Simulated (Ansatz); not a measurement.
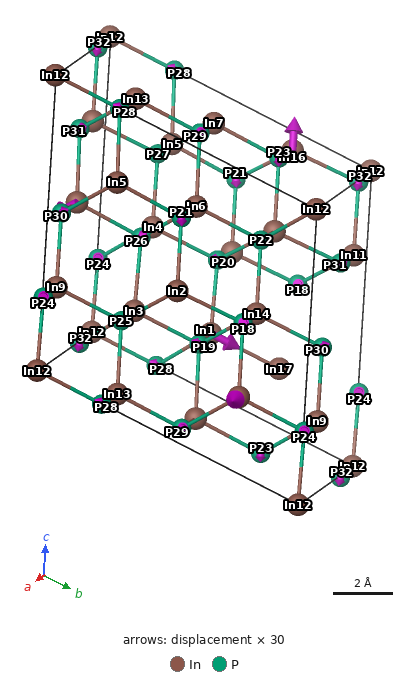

A relaxation of a defect cell of composition In$_{17}$P$_{15}$ (cell charge −2). The starting structure is drawn; purple arrows show the displacements, magnified 30 times.

A ball-and-stick model of the cell of the calculation, seen slightly off an axis.

Case: In on a P site (d), charge -2, atoms relaxed at the host's cell.

Computed with Ansatz, DFT PBE, scalar-relativistic, plane waves, PAW. Settings: plane-wave cutoff 420 eV; k-point mesh 4 × 4 × 4; occupations gaussian; smearing width 0.02 eV; mesh shifted by (0.5, 0.5, 0.5); no spin polarisation; atoms relaxed in a fixed cell; force threshold 0.025 eV/Å; at most 45 steps.

### Atoms of which element are displaced furthest, and by how much?

Indium: up to 0.040 Å, against 0.010 Å for phosphorus.

### Describe the change and its energy.

The largest moves, 0.040 Å, are those of In atoms. Largest moves by element: In 0.040 Å, P 0.010 Å. The cell stays as it was. Some distances before and after: In–In 2.703 → 2.663 Å, In–P 2.581 → 2.595 Å, In–P 2.560 → 2.551 Å. Over 1 accepted move (2 points after the start) the energy falls by 39.3 meV per cell of the calculation. Largest force component: 0.24 eV/Å at the start, 0.017 eV/Å at the end. The line search rejected the trial step at point 1 of the run. The run took 89 s on 4 threads of Intel(R) Xeon(R) Platinum 8259CL CPU @ 2.50GHz (Skylake/Cascade Lake), on a shared host, peak memory 3.1 GiB.

Limits of the set-up: the cell is charged, on a uniform background, and energies carry no finite-size correction.
